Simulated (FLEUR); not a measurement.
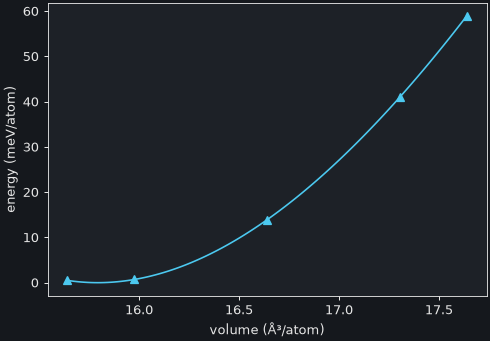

The plot gives the computed energy against volume for Al₃Au, space group I4/mmm (No. 139).

Starting cell:
```xyz
4
Lattice="-2.0253 2.0253 4.0566 2.0253 -2.0253 4.0566 2.0253 2.0253 -4.0566" Properties=species:S:1:pos:R:3 pbc="T T T"
Au    0.0000    0.0000    0.0000
Al    0.0000    0.0000    4.0566
Al    2.0253    0.0000    2.0283
Al    0.0000    2.0253    2.0283
```

How it was computed, with FLEUR MaX-R8.1 (later development tree): all-electron LAPW DFT, no spin polarisation; energies at scaled volumes of the given cell, shape and fractions fixed, counted from the fit's minimum, third-order Birch-Murnaghan fit. Level: LDA.

| setting | value |
| --- | --- |
| k mesh | 9×9×9 |
| occupations | Fermi–Dirac |
| smearing width | 0.05 eV |
| potentials | all electron |
| program settings | basis FLAPW, kmax 4.3 1/bohr |

**Give the fitted equation-of-state parameters.**

A third-order Birch–Murnaghan fit gives V0 = 15.79 Å³/atom, B0 = 108 GPa and B′ = 4.8.

Keep in mind: spin-orbit coupling left out, heavy elements; shape and atomic fractions are frozen while scaling, which makes layered, chain and framework solids too stiff.

The computed values:

```json
{"volume (Å³/atom)": "15.64", "energy (meV/atom)": "0.50"}
{"volume (Å³/atom)": "15.97", "energy (meV/atom)": "0.69"}
{"volume (Å³/atom)": "16.64", "energy (meV/atom)": "13.89"}
{"volume (Å³/atom)": "17.31", "energy (meV/atom)": "41.04"}
{"volume (Å³/atom)": "17.64", "energy (meV/atom)": "58.86"}
```
